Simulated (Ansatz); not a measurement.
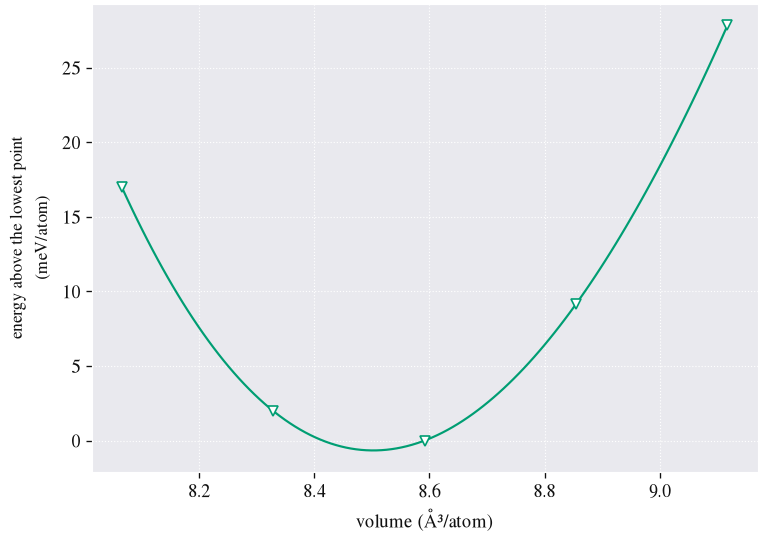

The picture above shows the energy above the lowest point against volume.

How it was computed, with Ansatz 0.2.0 development build: equation of state of a cubic crystal from periodic Kohn-Sham density functional theory without spin, third-order Birch-Murnaghan fit to the free energies; pressure corrected for the finite basis. Level: r2SCAN.

**For which of these solids was it computed?**
A. Cr, Im-3m (No. 229)
B. AlO₂, Fm-3m (No. 225)
C. Pt, Fm-3m (No. 225)

B, AlO₂: energy above the lowest point from 0.0 meV/atom to 27.8 meV/atom, V0 8.502 Å³/atom, B0 231 GPa. The others give: Pt, energy above the lowest point from 0.0 meV/atom to 51.5 meV/atom, V0 15.31 Å³/atom, B0 269 GPa; Cr, energy above the lowest point from 0.0 meV/atom to 41.1 meV/atom, V0 11.33 Å³/atom, B0 276 GPa.

For AlO₂, limits of the calculation: cubic model structure, not the ambient form; modest k-mesh, values are not fully converged in k; pseudopotentials made with PBE, not this functional.

For Cr, limits of the calculation: known magnet treated without spin, far from its ground state; pseudopotentials made with PBE, not this functional.
